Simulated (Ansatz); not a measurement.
A series of calculations on Ge

**1. Scan**

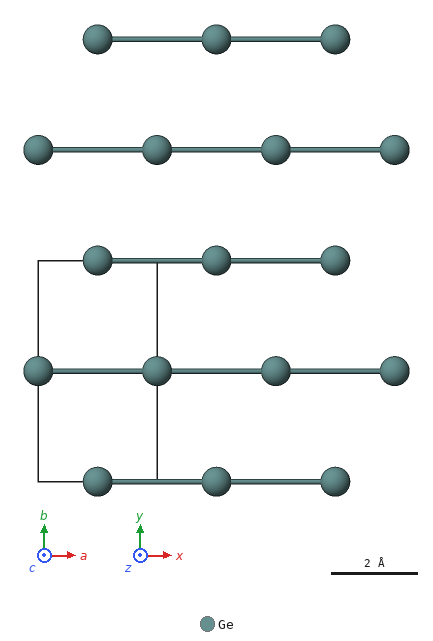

A scan of a crystal of Ge (Cmmm): the cell is strained along x alone, with the atoms kept at their fractional coordinates. x, y and z are the Cartesian axes of the input. The picture shows the reference cell. Style: ball-and-stick. Shown: the conventional cell (2 times the calculation's cell), repeated 3 × 2 × 3 with one cell outlined, along the c axis. Lengths and directions refer to the drawn axes.

These are results of DFT PBEsol, scalar-relativistic, plane waves, PAW in Ansatz 0.2.0, not measurements. Settings: plane-wave cutoff 420 eV; k-point mesh 20 × 20 × 18; occupations gaussian; smearing width 0.15 eV; no spin polarisation. Energies (free energies at the smearing named) are counted from the cell as listed in its source, which wasn't relaxed.

```
CELL_PARAMETERS angstrom
1.39715 -2.60052 0.00000
1.39715 2.60052 0.00000
0.00000 0.00000 2.69823
ATOMIC_POSITIONS crystal
Ge 0.50000 0.50000 0.00000
```

What energies does the calculation give (the strain: −0.0600, −0.0450, −0.0300, −0.0150, 0.0000, 0.0150, 0.0300, 0.0450, 0.0525, 0.0600)?

Answer.
```
 strain  ΔE (meV/atom)
−0.0600           12.7
−0.0450            1.6
−0.0300           −3.7
−0.0150           −4.1
 0.0000            0.0
 0.0150            7.7
 0.0300           18.0
 0.0450           30.3
 0.0525           37.1
 0.0600           44.4
```

Of the computed points the lowest is at the strain −0.015, −4.1 meV/atom. The end points stand at 12.7 meV/atom (−0.06) and 44.4 meV/atom (0.06). The unrelaxed reference is under a pressure of −4.1 GPa, which tilts the curve. The distortion keeps the space group Cmmm. At the strain −0.06 the cell of the drawing goes a 2.794 → 2.627 Å.

**2. Scan**

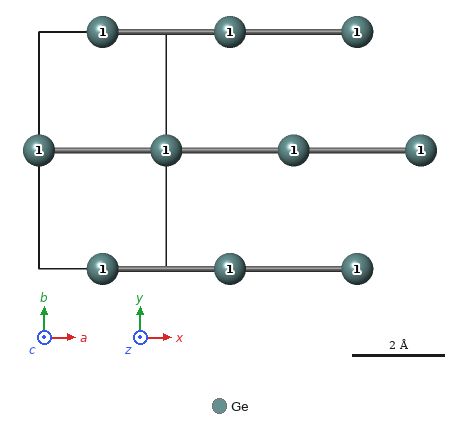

A scan of solid Ge (Cmmm): the cell is strained equally along x and y and separately along z, with the atoms kept at their fractional coordinates. x, y and z are the Cartesian axes of the input. The picture shows the reference cell. A ball-and-stick model of the conventional cell (2 times the calculation's cell), repeated 3 × 1 × 3 with one cell outlined, seen along the c axis. Lengths and directions refer to the drawn axes.

Theory: Ansatz, DFT PBEsol, scalar-relativistic, plane waves, PAW. Set-up: plane-wave cutoff 420 eV; k-point mesh 20 × 20 × 18; occupations gaussian; smearing width 0.15 eV; no spin polarisation. Energies (free energies at the smearing named) are counted from the cell as listed in its source, which wasn't relaxed.

Input
```yaml
crystal:
  lattice:
    - [1.397149, -2.600516, 0.0]
    - [1.397149, 2.600516, 0.0]
    - [0.0, 0.0, 2.698231]
  atoms:
    - { symbol: Ge, position: [0.5, 0.5, 0.0] }
basis:
  ecutwfc: 420
kpoints:
  mp_grid: { grid: [20, 20, 18] }
hamiltonian:
  xc: pbesol
scf:
  occupations: { method: gaussian, width: 0.15 }
output:
  forces: true
  stress: true
  eigenvalues: true
  write_density: true
  write_potential: true
  elf: true
  volumetric_format: npy
```

Launched with:
```bash
ansatz run input.yaml --threads 1 --pin off --max-ram 2560MiB --backend cpu --events-out ev --progress --plain --runs-dir out
```

**Predict the energy profile on a grid with rows −0.050, −0.025, 0.000, 0.025, 0.050 and columns −0.050, −0.025, 0.000, 0.025, 0.050 (strain along x and y; strain along z).**

Rows: strain along x and y; columns: strain along z; values in meV/atom.

|  | −0.050 | −0.025 | 0.000 | 0.025 | 0.050 |
| --- | --- | --- | --- | --- | --- |
| −0.050 | 26.2 | 11.8 | 13.4 | 27.3 | 50.8 |
| −0.025 | −1.8 | −14.5 | −10.1 | 6.5 | 32.0 |
| 0.000 | 4.9 | −5.3 | 0.0 | 18.7 | 46.5 |
| 0.025 | 38.3 | 30.6 | 37.6 | 56.7 | 85.8 |
| 0.050 | 91.3 | 86.4 | 95.3 | 115.7 | 145.1 |

In pairs of (strain along x and y; strain along z): the lowest computed point lies at (−0.025, −0.025) (−14.5 meV/atom), the highest at (0.050, 0.050) (145.1 meV/atom).  Over the ranges scanned the energy rises more along the first axis, the in-plane strain. The pressure runs from −10.0 GPa at (0.050, 0.050) to 8.9 GPa at (−0.050, −0.050).

**3. Energy map**

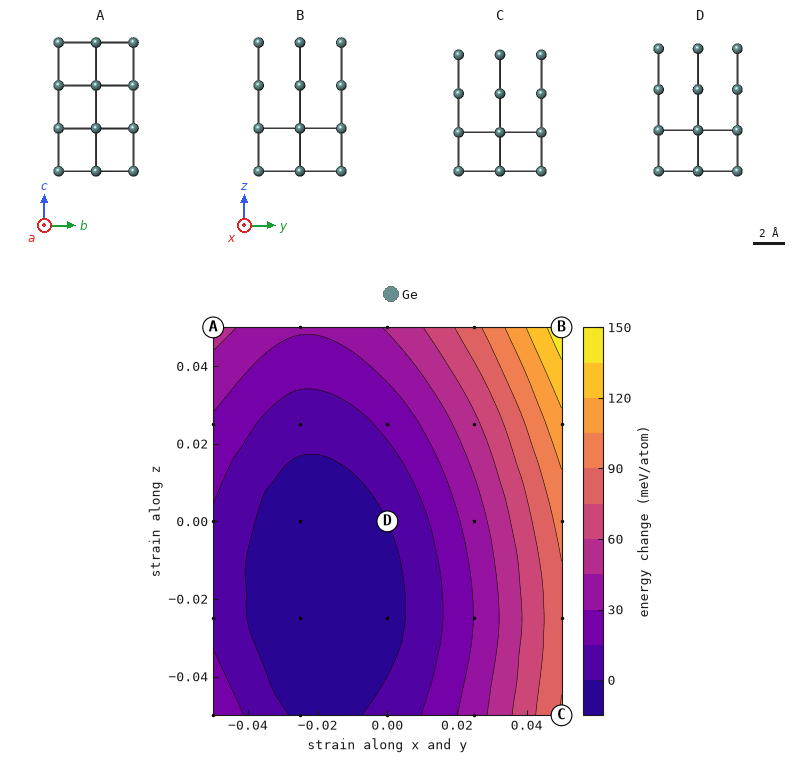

Solid Ge (Cmmm): the cell is strained equally along x and y and separately along z, with the atoms kept at their fractional coordinates. x, y and z are the Cartesian axes of the input. The map is interpolated between the computed points (dots). The lettered frames are marked on it. A ball-and-stick model of the conventional cell (2 times the calculation's cell), repeated 3 × 1 × 3 with one cell outlined, seen along the a axis. Lengths and directions refer to the drawn axes.

The calculation used Ansatz 0.2.0, DFT PBEsol, scalar-relativistic, plane waves, PAW. Settings: plane-wave cutoff 420 eV; k-point mesh 20 × 20 × 18; occupations gaussian; smearing width 0.15 eV; no spin polarisation. Energies (free energies at the smearing named) are counted from the cell as listed in its source, which wasn't relaxed.

**Where is the lowest point of the map, and what else does it tell?**

In pairs of (strain along x and y; strain along z): the lowest computed point lies at (−0.025, −0.025) (−14.5 meV/atom), the highest at (0.050, 0.050) (145.1 meV/atom).  Over the ranges scanned the energy rises more along the first axis, the in-plane strain. The pressure runs from −10.0 GPa at (0.050, 0.050) to 8.9 GPa at (−0.050, −0.050). The frames lie at A (−0.050, 0.050): 50.8 meV/atom, B (0.050, 0.050): 145.1 meV/atom, C (0.050, −0.050): 91.3 meV/atom, D (0.000, 0.000): 0.0 meV/atom.
